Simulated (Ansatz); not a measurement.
## Ti$_{8}$H$_{2}$O$_{17}$: geometry relaxation (part 2 of 3)

Ti$_{8}$H$_{2}$O$_{17}$ (slab, 27 atoms in the cell); DFT PBE+D3(BJ), scalar-relativistic, plane waves, PAW, no spin polarisation (Ansatz 0.2.0); cutoff 420 eV, 2×3×1 k-mesh, Gaussian smearing of 0.05 eV. The structure derives from an entry of the Crystallography Open Database. The input holds or restrains some coordinates. Forces given for the steps count only the free coordinates. It belongs to a series of runs on one base structure; here: 1 H2O a cell, donor, over a top O site.

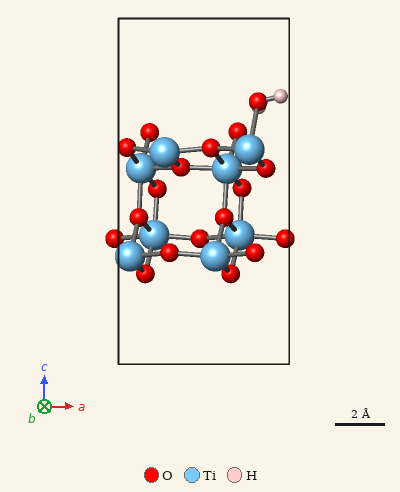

The geometry at step 39 of the log (ball-and-stick view of the cell of the calculation, with the vacuum cut short, along the b axis).

Log, continued:
```
relax step  31: F+E_penalty+E_count = -29709.73078181 eV  Δ(F+E_penalty+E_count) = -2.056e-2 eV  max|allowed force component| = 2.404e-1 eV/Å  Δτ_max = 0.2000 Å  (6 SCF iters, dr2 threshold 1.00e-4 eV, accepted)
SCF 32 converged in 7 iterations: F = -29709.742184 eV  dr2 = 7.86e-6
relax step  32: F+E_penalty+E_count = -29709.74218449 eV  Δ(F+E_penalty+E_count) = -1.140e-2 eV  max|allowed force component| = 2.293e-1 eV/Å  Δτ_max = 0.2000 Å  (7 SCF iters, dr2 threshold 8.24e-6 eV, accepted)
SCF 33 converged in 8 iterations: F = -29709.750413 eV  dr2 = 1.61e-6
relax step  33: F+E_penalty+E_count = -29709.75041304 eV  Δ(F+E_penalty+E_count) = -8.229e-3 eV  max|allowed force component| = 5.516e-1 eV/Å  Δτ_max = 0.1950 Å  (8 SCF iters, dr2 threshold 7.50e-6 eV, accepted)
SCF 34 converged in 5 iterations: F = -29709.762214 eV  dr2 = 7.75e-5
relax step  34: F+E_penalty+E_count = -29709.76221401 eV  Δ(F+E_penalty+E_count) = -1.180e-2 eV  max|allowed force component| = 3.018e-1 eV/Å  Δτ_max = 0.1312 Å  (5 SCF iters, dr2 threshold 1.00e-4 eV, accepted)
SCF 35 converged in 7 iterations: F = -29709.768924 eV  dr2 = 2.74e-6
relax step  35: F+E_penalty+E_count = -29709.76892365 eV  Δ(F+E_penalty+E_count) = -6.710e-3 eV  max|allowed force component| = 8.006e-2 eV/Å  Δτ_max = 0.1260 Å  (7 SCF iters, dr2 threshold 2.73e-5 eV, accepted)
SCF 36 converged in 10 iterations: F = -29709.776673 eV  dr2 = 5.31e-8
relax step  36: F+E_penalty+E_count = -29709.77667341 eV  Δ(F+E_penalty+E_count) = -7.750e-3 eV  max|allowed force component| = 1.331e-1 eV/Å  Δτ_max = 0.1427 Å  (10 SCF iters, accepted)
SCF 37 converged in 9 iterations: F = -29709.783668 eV  dr2 = 6.03e-8
relax step  37: F+E_penalty+E_count = -29709.78366829 eV  Δ(F+E_penalty+E_count) = -6.995e-3 eV  max|allowed force component| = 6.944e-1 eV/Å  Δτ_max = 0.1907 Å  (9 SCF iters, accepted)
SCF 38 converged in 5 iterations: F = -29709.798572 eV  dr2 = 6.20e-5
relax step  38: F+E_penalty+E_count = -29709.79857187 eV  Δ(F+E_penalty+E_count) = -1.490e-2 eV  max|allowed force component| = 9.654e-1 eV/Å  Δτ_max = 0.1913 Å  (5 SCF iters, dr2 threshold 1.00e-4 eV, accepted)
SCF 39 converged in 7 iterations: F = -29709.843417 eV  dr2 = 7.47e-6
relax step  39: F+E_penalty+E_count = -29709.84341668 eV  Δ(F+E_penalty+E_count) = -4.484e-2 eV  max|allowed force component| = 5.045e-1 eV/Å  Δτ_max = 0.2000 Å  (7 SCF iters, dr2 threshold 1.00e-4 eV, accepted)
SCF 40 converged in 6 iterations: F = -29709.863750 eV  dr2 = 5.80e-5
relax step  40: F+E_penalty+E_count = -29709.86374967 eV  Δ(F+E_penalty+E_count) = -2.033e-2 eV  max|allowed force component| = 9.626e-1 eV/Å  Δτ_max = 0.1919 Å  (6 SCF iters, dr2 threshold 6.95e-5 eV, accepted)
SCF 41 converged in 7 iterations: F = -29709.901502 eV  dr2 = 1.26e-5
relax step  41: F+E_penalty+E_count = -29709.90150218 eV  Δ(F+E_penalty+E_count) = -3.775e-2 eV  max|allowed force component| = 2.945e-1 eV/Å  Δτ_max = 0.2000 Å  (7 SCF iters, dr2 threshold 1.00e-4 eV, accepted)
SCF 42 converged in 7 iterations: F = -29709.911627 eV  dr2 = 6.58e-6
relax step  42: F+E_penalty+E_count = -29709.91162739 eV  Δ(F+E_penalty+E_count) = -1.013e-2 eV  max|allowed force component| = 1.942e-1 eV/Å  Δτ_max = 0.2000 Å  (7 SCF iters, dr2 threshold 8.11e-6 eV, accepted)
SCF 43 converged in 8 iterations: F = -29709.917864 eV  dr2 = 9.46e-7
relax step  43: F+E_penalty+E_count = -29709.91786368 eV  Δ(F+E_penalty+E_count) = -6.236e-3 eV  max|allowed force component| = 1.722e-1 eV/Å  Δτ_max = 0.1078 Å  (8 SCF iters, dr2 threshold 3.53e-6 eV, accepted)
SCF 44 converged in 6 iterations: F = -29709.918244 eV  dr2 = 5.11e-6
relax step  44: F+E_penalty+E_count = -29709.91824375 eV  Δ(F+E_penalty+E_count) = -3.801e-4 eV  max|allowed force component| = 1.004e-1 eV/Å  Δτ_max = 0.0431 Å  (6 SCF iters, dr2 threshold 1.29e-5 eV, accepted)
SCF 45 converged in 7 iterations: F = -29709.920625 eV  dr2 = 1.16e-6
relax step  45: F+E_penalty+E_count = -29709.92062523 eV  Δ(F+E_penalty+E_count) = -2.381e-3 eV  max|allowed force component| = 2.925e-2 eV/Å  Δτ_max = 0.0601 Å  (7 SCF iters, dr2 threshold 3.43e-6 eV, accepted)
iter 1 solved again at ethr=5.71e-10 eV; its pass at ethr=3.10e-3 eV (dr2=1.14e-6 eV) is discarded
SCF iter   1: F=—  HF=-29709.920561 eV  |F-HF|=—  |Δ(HF+E_count)|=         —  Δρ=1.13e-5  dr2=1.15e-6  ethr=5.71e-10  p=0.014 e·Å  D=2.57e-3 V/Å  ΔV_dip=-0.06 eV  dr2_dipole=9.84e-12  V_vac-E_F(+/−)=5.62/5.68 eV  ⟨swp⟩=1.0  Hψ=1208  notcnv=0
efield: sawtooth ramp at fractional position 0.9901 (handed on by an earlier solve), width 0.0400; the density the first Hamiltonian is built on has a dipole p = 0.014 e·Å; the dipole correction subtracts the counter field D = 2.57e-3 V/Å, which shifts the + side's vacuum level by -0.06 eV against the − side's; the planar-averaged density in the ramp window peaks in size at 5.8e-6 e/Å³
preconditioner: auto → Resta (q_TF=auto, 2.103 Å⁻¹)  ε∞=3.1  [insulator: Δε(μ)=2.090 eV  Ē_g=9.598 eV  σ=0.050 eV  W_gap=1.00  n_scr=152 (ndim 8)  ℏωp=14.0 eV  f_vac=0.660  D(μ)=0.00/eV (n_scr^D=0)  ε∞_Penn≈3.1  vacuum switching on, ρ_ref=6.7e-3 e/Å³]
SCF iter   2: F=—  HF=-29709.920626 eV  |F-HF|=—  |Δ(HF+E_count)|=   6.50e-5  Δρ=1.10e-5  dr2=1.34e-6  ethr=5.71e-10  p=0.014 e·Å  D=2.57e-3 V/Å  ΔV_dip=-0.06 eV  dr2_dipole=5.68e-9  V_vac-E_F(+/−)=5.62/5.68 eV  ⟨swp⟩=2.0  Hψ=828  notcnv=0
SCF iter   3: F=—  HF=-29709.920626 eV  |F-HF|=—  |Δ(HF+E_count)|=   9.60e-8  Δρ=4.11e-6  dr2=1.64e-7  ethr=5.71e-10  p=0.014 e·Å  D=2.56e-3 V/Å  ΔV_dip=-0.06 eV  dr2_dipole=5.02e-11  V_vac-E_F(+/−)=5.62/5.68 eV  ⟨swp⟩=2.0  Hψ=640  notcnv=0
SCF iter   4: F=—  HF=-29709.920626 eV  |F-HF|=—  |Δ(HF+E_count)|=   1.02e-7  Δρ=3.22e-6  dr2=1.13e-7  ethr=5.00e-11  p=0.013 e·Å  D=2.56e-3 V/Å  ΔV_dip=-0.06 eV  dr2_dipole=2.40e-9  V_vac-E_F(+/−)=5.62/5.68 eV  ⟨swp⟩=9.2  Hψ=3101  notcnv=0
SCF iter   5: F=-29709.920626 eV  HF=-29709.920626 eV  |F-HF|=1.51e-9  |Δ(HF+E_count)|=   1.15e-8  Δρ=7.80e-7  dr2=4.49e-9  ethr=5.00e-11  p=0.013 e·Å  D=2.56e-3 V/Å  ΔV_dip=-0.06 eV  dr2_dipole=2.19e-10  V_vac-E_F(+/−)=5.62/5.68 eV  ⟨swp⟩=9.0  Hψ=3017  notcnv=0
SCF 46 converged in 5 iterations: F = -29709.920626 eV  dr2 = 4.49e-9
relax step  46: F+E_penalty+E_count = -29709.92062592 eV  Δ(F+E_penalty+E_count) = -6.920e-7 eV  max|allowed force component| = 2.918e-2 eV/Å  Δτ_max = 0.0000 Å  (5 SCF iters, accepted)
```

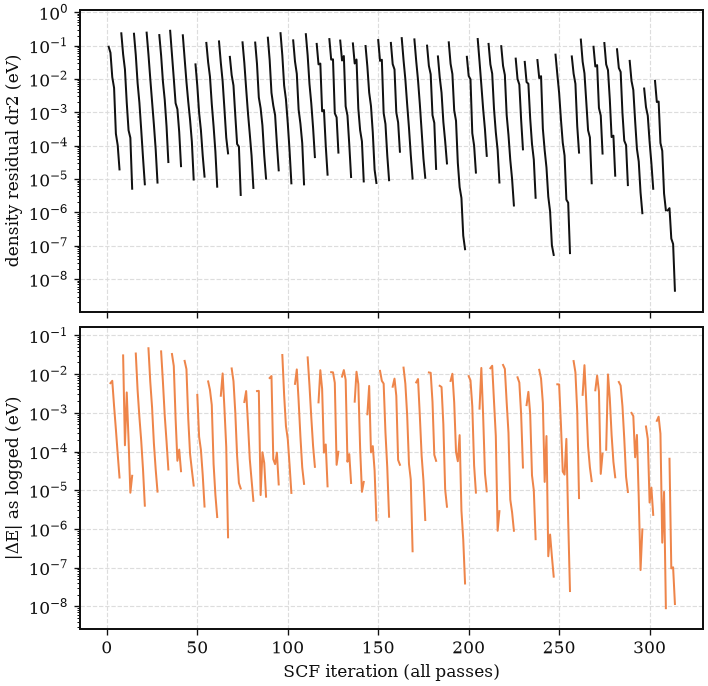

Convergence of the self-consistent field: density residual dr2 and size of the energy change against the SCF iteration. The dotted lines part the SCF passes of the relaxation: geometry steps, rejected trials and re-solves on a re-selected basis. The 46 passes take 5 to 10 iterations each, 314 in all.

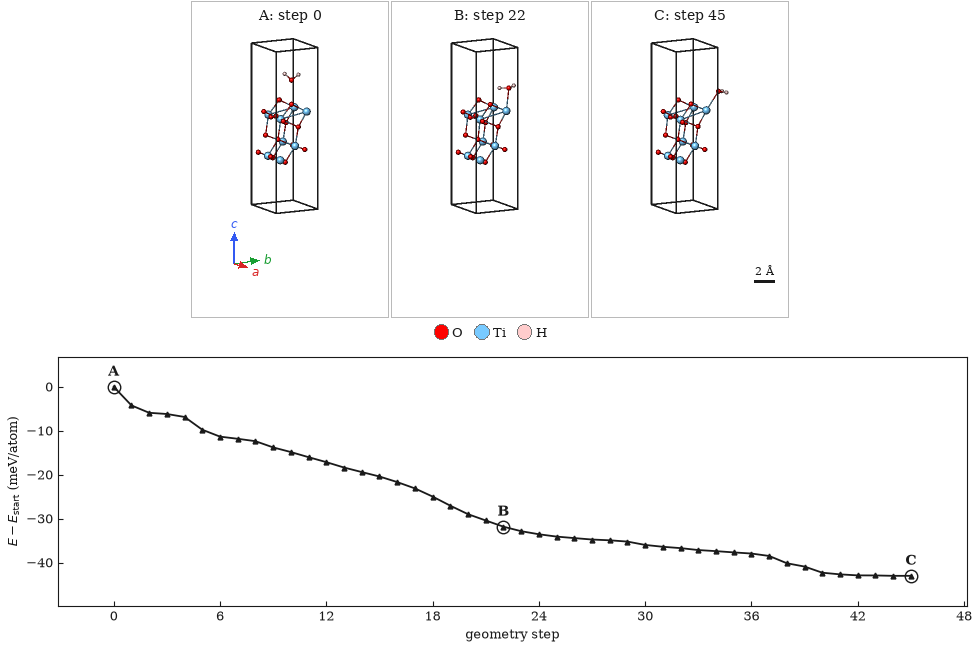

Frames of the restrained relaxation (ball-and-stick view of the cell of the calculation, with the vacuum cut short (origin shifted), seen slightly off an axis) above the curves, on which the letters mark them (the first geometry is step 0 here and step 1 in the log).

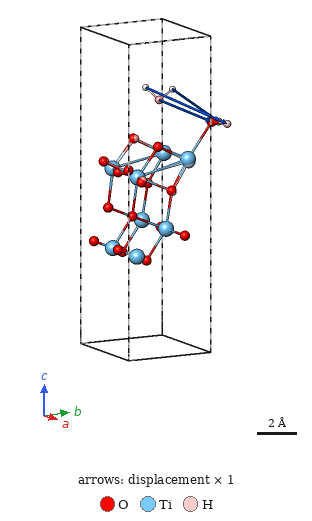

Start (faint) and end (solid) with the displacements as blue arrows, at true length (ball-and-stick view of the cell of the calculation, with the vacuum cut short (origin shifted), seen slightly off an axis). H26 moves most: 4.64 Å. By element the largest moves are H 4.64 Å, O 3.16 Å, Ti 0.14 Å. The lattice vectors keep their values. Among the contacts that change: Ti22–O25 3.668 → 2.295 Å, O14–Ti22 1.777 → 1.854 Å, O12–Ti16 2.104 → 2.034 Å, Ti16–O19 2.006 → 2.066 Å. New bonds form: Ti22–O25 (3.67 → 2.29 Å). Among the angles that change: Ti16–Ti22–O18 149.3° → 138.9°, O14–Ti22–O18 102.8° → 94.8°, O18–Ti22–O24 171.0° → 177.0°. Over 45 geometry steps the energy falls by 43.0 meV per atom. Largest force component: 1.5 eV/Å at the start, 0.029 eV/Å at the end. (Atoms are counted from 1 in the order of the input.)

```
WARN: The output density's exchange-correlation potential varies sharply where the density is thin. Do not read a vacuum level from v_tot or v_xc, or from such a field of the output density. On a cell that repeats whose density bears no net charge and no dipole along the vacuum's axis use v_es (v_loc + v_h of the components); under efield.dipole_correction with no amplitude use v_es + v_field, which holds any external_charges[].barrier, or the levels of the report's work_function block, which leave it out; under a non-zero efield.amplitude the vacuum is tilted and has no level; on a cell that repeats and bears such a dipole with no correction it is tilted too, and efield.dipole_correction with no amplitude gives each side of its ramp a level where efield: is served; in a cell that repeats whose density bears a net charge (total_charge, or a fill off its count) it is curved and has none; of a slab under crystal.periodic whose density bears no net charge use v_es, which has a level on each side, short of where the two are joined; of another it falls or rises all the way out and has none; of a slab beside external_charges read slab_vacuum_level instead, which it has where they leave it neutral. The grid or the basis barely resolves most such structure, and the values can differ between equally converged runs; as a rule a tighter scf.convergence.dr2_threshold does not remove it. Where the density itself ripples (under the LDA too) a higher basis.ecutwfc lessens it. The files hold the spikes' plane waves up to the density's cutoff. Files: v_tot_of_output_density and the like, and their columns of v_z.tsv (output.write_potential); v_xc_of_output_density and the like, and their columns of v_comp_z.tsv (output.write_potential_components). Measured: with its Gaussian average of σ = 0.25 Å subtracted twice, the exchange-correlation potential is over 0.1 eV at 253 of the grid points where the equally averaged density (valence and model cores) is under 1e-3 e/Å³, and 0.257 eV at the most among them, at an averaged density of 7.8e-7 e/Å³. The input density's (outcome.potential() and, of a run that writes arrays, v_tot and v_xc) is over 0.1 eV, so measured, at 215 points of its own thin density, 0.372 eV at the most. See output.write_potential in the manual, Limitations
SCF converged after 5 iterations
Free energy (F): -29709.920626 eV
Harris-Foulkes:  -29709.920626 eV  (|F-HF|=1.51e-9)
Internal energy: -29709.920626 eV  (E = F + TS)
E sigma→0 (E₀):  -29709.920626 eV
Fermi energy:    -1.399655 eV
Dipole field:    D = 0.002546 V/Å  (p = 0.013425 e·Å, saw-weighted, corrected)
Work function:   Φ+ = 5.6170 eV   Φ− = 5.6793 eV
Levels:          The Fermi level and band energies are counted from a zero that moves with the ramp; work functions are not
--- Per-component energies (eV) ---
  E_band       = -3794.324386
  E_kinetic    = 5168.121084
  E_local      = -203860.006067  (includes V_loc(G=0)·N_el)
  E_nonlocal   = 841.708477
  E_hartree    = 99298.518483
  E_xc         = -2053.780498
  E_vxc        = -2600.886369  (∫ρ·V_xc dr)
  E_paw        = -11047.036375  (= ΣΔE_a)
  E_vpaw       = -1941.031197  (= ΣTr[D̂ρ^β])
  E_aug_tail   = 0.040158  (compensation charges beyond the density's cutoff)
  E_efield     = 0.000017  (sawtooth field / dipole correction)
  E_vefield    = 0.687289  (∫n·V_field dr)
  E_ewald      = 81946.491391
  E_disp       = -3.977296  (pairwise vdW)
  E_smearing   = -0.000000  (= −TS)
  E_closure    = -0.000000  (closes the sum)
  Σ components = -29709.920626   (vs F -29709.920626, Δ=0.00e0)
--- Forces (eV/Å), atoms counted from 1 ---
  atom   1  O      0.00201912    -1.60720184     1.08545508
  atom   2  O     -0.00145028    -1.55660749     1.10893981
  atom   3  Ti    -0.00889947     4.03242324     2.00839996
  atom   4  Ti     0.00845442     3.98190357     2.00623259
  atom   5  O      0.00409017     0.21476736    -1.08865443
  atom   6  O     -0.00377590     0.20507198    -1.08693466
  atom   7  O      0.02167858     0.35238001     0.00661097
  atom   8  O     -0.02244791     0.33107473     0.09120690
  atom   9  Ti     0.02672455    -2.19474193    -2.31774084
  atom  10  Ti    -0.03469142    -2.05478374    -1.66061733
  atom  11  O      0.05923539    -0.86648507    -0.04834356
  atom  12  O     -0.05695838    -0.84582925    -0.11151325
  atom  13  O      0.00116563     0.00064727     0.00267362
  atom  14  O      0.01298154     0.01371642     0.00338900
  atom  15  Ti     0.01153214    -0.01542950     0.00967215
  atom  16  Ti    -0.01989898    -0.00357552     0.01528745
  atom  17  O      0.00479985     0.00104879    -0.00338447
  atom  18  O      0.01339778     0.01339232    -0.00373357
  atom  19  O      0.00580326     0.00237420     0.00830743
  atom  20  O      0.01763377     0.02374789    -0.01795065
  atom  21  Ti     0.01050933     0.02063040    -0.00829153
  atom  22  Ti    -0.02106158    -0.02910533     0.00821762
  atom  23  O     -0.00978028    -0.02918046     0.00489143
  atom  24  O     -0.01573936     0.01707206    -0.01827814
  atom  25  O     -0.01885125     0.02328958     0.00052178
  atom  26  H      0.00470186    -0.00479335    -0.00494232
  atom  27  H      0.00881656    -0.02578847     0.01058106
  max |Σ_I F_I| component: 1.79e-5 eV/Å
--- Band table (eV) ---
  k-point 0: bands = ["-59.1868", "-59.1816", "-59.0247", "-59.0178", "-58.9642", "-58.8603", "-58.7380", "-58.7269", "-35.5486", "-35.5434", "-35.5173", "-35.5114", "-35.4748", "-35.4095", "-35.3954", "-35.3832", "-35.3568", "-35.2970", "-35.2769", "-35.2680", "-35.2461", "-35.2432", "-35.1713", "-35.1181", "-35.0592", "-35.0489", "-35.0422", "-35.0109", "-35.0073", "-34.9941", "-34.9335", "-34.9228", "-22.1736", "-20.0641", "-19.7784", "-19.5416", "-19.2362", "-19.1056", "-19.0458", "-18.9857", "-18.8309", "-18.8169", "-18.7548", "-18.7245", "-18.6886", "-18.4897", "-18.3837", "-17.6342", "-17.6179", "-9.7686", "-7.1239", "-7.1146", "-6.9020", "-6.8773", "-6.8299", "-6.7357", "-6.6647", "-6.5357", "-6.4436", "-6.4313", "-6.3444", "-6.3001", "-6.1723", "-6.1393", "-6.0224", "-5.9367", "-5.8573", "-5.6388", "-5.5930", "-5.4406", "-5.1986", "-5.0997", "-5.0646", "-4.9537", "-4.9247", "-4.8968", "-4.7966", "-4.6599", "-4.6191", "-4.4798", "-4.4630", "-4.4276", "-4.3727", "-4.1741", "-4.0238", "-3.9057", "-3.8902", "-3.6677", "-3.6363", "-3.5701", "-3.4724", "-3.4122", "-3.3658", "-3.2964", "-3.1397", "-2.9747", "-2.7604", "-2.7533", "-2.6630", "-2.4447", "-0.3546", "0.2434", "0.3008", "0.3722", "0.4169", "0.5430", "0.6912", "0.7080", "0.7904", "0.8444", "0.9631", "0.9762", "1.0566", "1.0708", "1.2061", "1.2183", "1.2535", "1.3561", "1.4122", "1.5412", "1.5850", "1.6504", "1.8159", "1.9429", "2.0544", "2.1820", "2.4707"]
  k-point 1: bands = ["-59.1863", "-59.1815", "-59.0202", "-59.0173", "-58.9677", "-58.8619", "-58.7384", "-58.7272", "-35.5476", "-35.5425", "-35.5119", "-35.4822", "-35.4538", "-35.4113", "-35.3832", "-35.3677", "-35.3526", "-35.3031", "-35.2897", "-35.2636", "-35.2510", "-35.2425", "-35.1720", "-35.1415", "-35.0767", "-35.0502", "-35.0469", "-35.0225", "-35.0097", "-34.9924", "-34.9435", "-34.9275", "-22.1703", "-19.9097", "-19.6812", "-19.5457", "-19.3335", "-19.1134", "-19.0544", "-18.9802", "-18.8411", "-18.8223", "-18.7883", "-18.7490", "-18.6951", "-18.5476", "-18.3860", "-17.6655", "-17.6196", "-9.7698", "-7.1250", "-7.0910", "-6.9002", "-6.8694", "-6.8077", "-6.7609", "-6.6779", "-6.6021", "-6.4485", "-6.4154", "-6.3425", "-6.2778", "-6.1775", "-6.1011", "-5.9921", "-5.9217", "-5.8457", "-5.6111", "-5.6043", "-5.5607", "-5.2525", "-5.2124", "-5.1381", "-4.9614", "-4.9384", "-4.9051", "-4.8300", "-4.7604", "-4.6310", "-4.4033", "-4.3394", "-4.2176", "-4.1488", "-3.9524", "-3.9254", "-3.8362", "-3.7137", "-3.6824", "-3.6408", "-3.5990", "-3.5678", "-3.4619", "-3.4325", "-3.3203", "-3.2561", "-2.9983", "-2.8396", "-2.8049", "-2.7863", "-2.5150", "-0.2957", "0.2469", "0.3295", "0.4269", "0.4534", "0.5501", "0.5924", "0.6716", "0.8275", "0.8836", "0.9126", "0.9727", "1.0108", "1.0468", "1.1228", "1.1682", "1.2164", "1.3352", "1.3765", "1.5592", "1.6624", "1.7022", "1.8510", "1.9416", "2.0843", "2.2064", "2.3693"]
```
